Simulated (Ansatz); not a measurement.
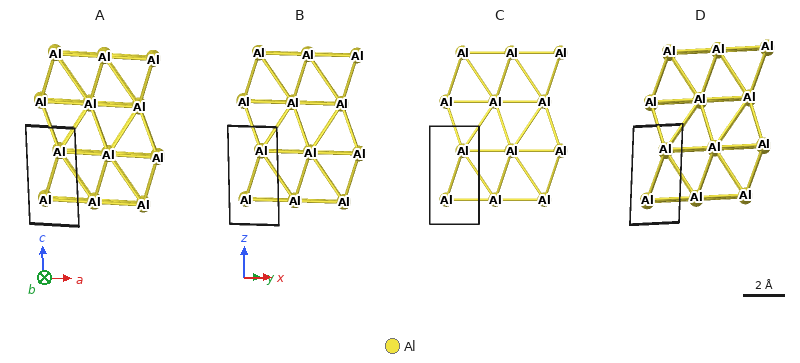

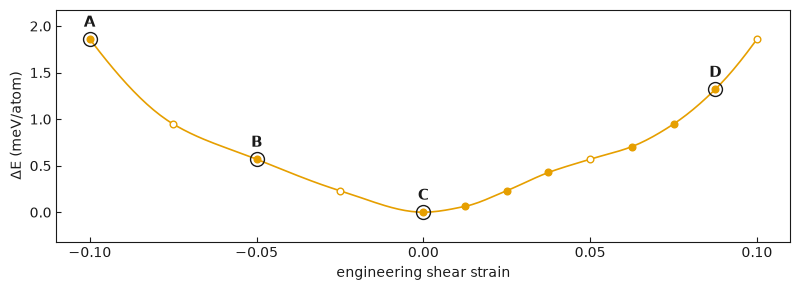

A scan of a crystal of Al (P6_3/mmc): the cell is strained in shear in the xz plane, with the atoms kept at their fractional coordinates. x, y and z are the Cartesian axes of the input. The lettered frames are marked on the plot. Hollow markers are points alike by symmetry, not computed again. Style: ball-and-stick. Shown: the cell of the calculation, repeated 3 × 3 × 2 with one cell outlined, along the b axis.

The calculation used DFT PBEsol+D3(BJ), scalar-relativistic, plane waves, PAW in Ansatz. Settings: plane-wave cutoff 420 eV; k-point mesh 18 × 18 × 10; occupations gaussian; smearing width 0.15 eV; no spin polarisation. Energies (free energies at the smearing named) are counted from the cell as listed in its source, which wasn't relaxed.

Describe the profile.

Answer. Of the computed points the lowest is at the strain 0.00, 0.00 meV/atom. The unrelaxed reference is under a pressure of −4.5 GPa. The distortion takes the space group from P6_3/mmc to C2/c. At the strain −0.10 the cell of the drawing goes a 2.812 → 2.816 Å, b 2.812 → 2.813 Å, c 4.867 → 4.873 Å, α 90.0° → 87.1°, β 90.0° → 95.7°.
